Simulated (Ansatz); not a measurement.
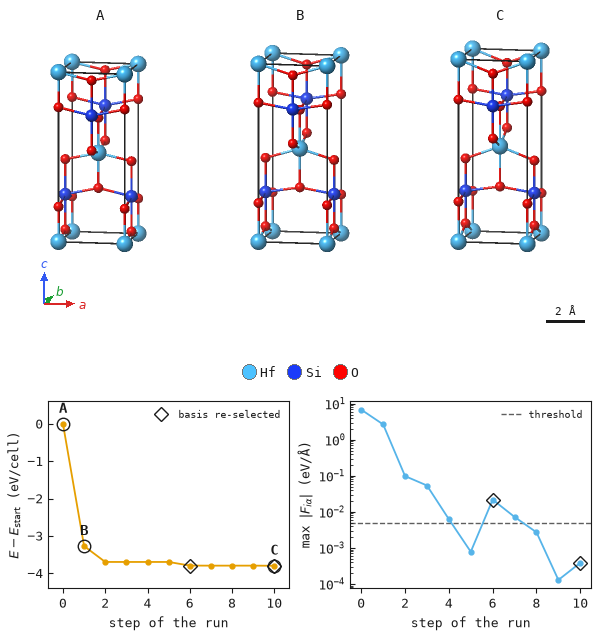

Frames of a relaxation of solid HfSiO4 (built on the anatase host type), marked on the history of the run. The picture is a ball-and-stick view of the conventional cell (2 times the calculation's cell), seen slightly off an axis. Lengths and directions refer to the drawn axes.

Computed with DFT, PBE, plane waves, PAW in Ansatz 0.2.0. Settings: plane-wave cutoff 420 eV; k-point mesh 10 × 10 × 10; occupations fermi dirac; smearing width 0.02 eV; no spin polarisation; cell and atoms relaxed; force threshold 0.005 eV/Å.

What happens along the run?

Answer. The largest moves relative to the cell, 0.29 Å, are those of O atoms. Si and Hf stay in place. The volume changes by +16.4 %, with a = b 3.607 → 3.752 Å (+4.0 %), c 9.169 → 9.861 Å (+7.5 %). Some distances before and after: Hf–O 1.899 → 2.173 Å, Hf–O 1.846 → 2.007 Å, O–Si 1.899 → 1.753 Å, O–Si 1.846 → 1.899 Å. Among the angles between lasting bonds that change: O–Hf–O 155.4° → 138.4°, Hf–O–Hf 155.4° → 138.4°, O–Hf–O 77.7° → 69.2°. The space group stays I-4m2 (No. 119). Over 8 accepted moves (10 points after the start) the energy falls by 3.800 eV per cell of the calculation. Largest force component: 6.8 eV/Å at the start, 0.00039 eV/Å at the end. The pressure goes from 60.48 to 0.01 GPa. The SCF was repeated twice at an unchanged geometry on a basis and grid sized afresh for the cell, which shifted the energy by 96.9 meV per cell of the calculation at most. Cost: 43 s on 4 threads of Arm Neoverse V2, on a shared host, peak memory 0.5 GiB. From step 0 to 1: O atoms move most (0.15 Å), volume +12.6 %, energy −3.274 eV per cell of the calculation. From step 1 to 10: O atoms move most (0.14 Å), volume +3.3 %, energy −0.526 eV per cell of the calculation.
